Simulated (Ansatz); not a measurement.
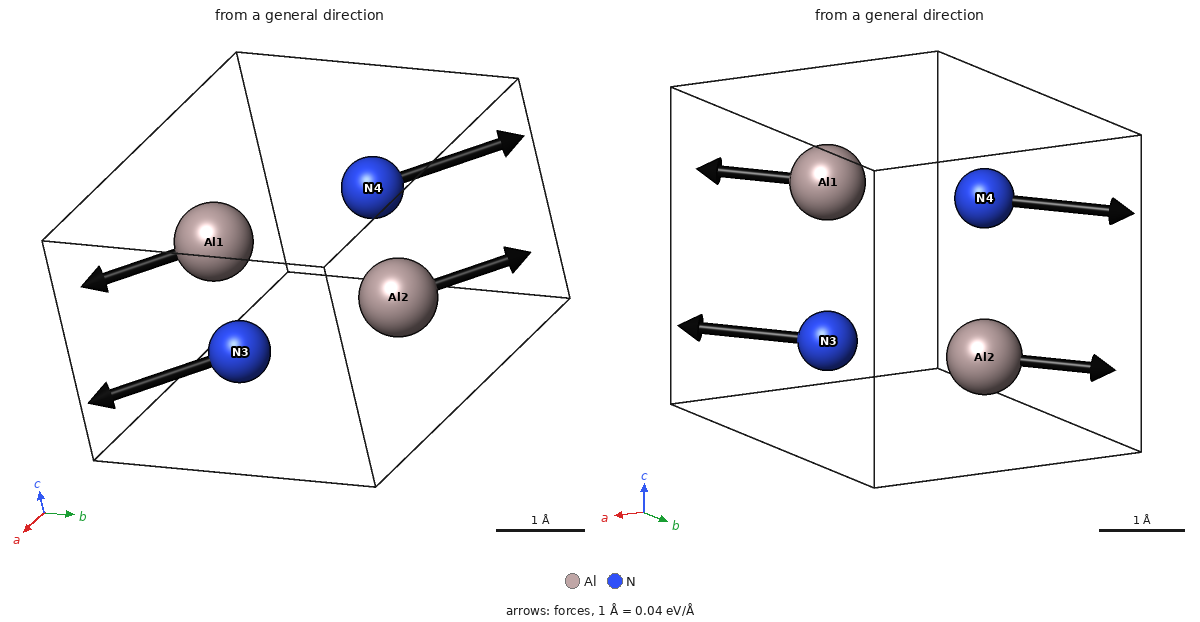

A spheres-only picture of a crystal structure, seen from two general directions. One cell (the run's own, in a reduced setting) is framed, with atoms on its boundary repeated. The arrows are the computed forces on the atoms.

System: AlN. Results below were computed with DFT LDA, scalar-relativistic, plane waves, PAW (Ansatz); the settings were a basis cut at 420 eV, k-points about 0.25 Å⁻¹ apart, Gaussian smearing of 0.05 eV, no spin polarisation.

Would an optimiser stop at this geometry?

No. The atoms still feel forces of up to about 0.06 eV/Å, above a usual threshold of 0.01 to 0.03 eV/Å.

Which atom carries the strongest force?

N3 and N4, about 0.06 eV/Å.

Mean force by element?

Mean magnitudes: about Al 0.047 eV/Å, N 0.06 eV/Å.

Its origin is a structure listed in the Materials Project. The cell was then strained or its atoms displaced on purpose. It was the input of a calculation with Ansatz.
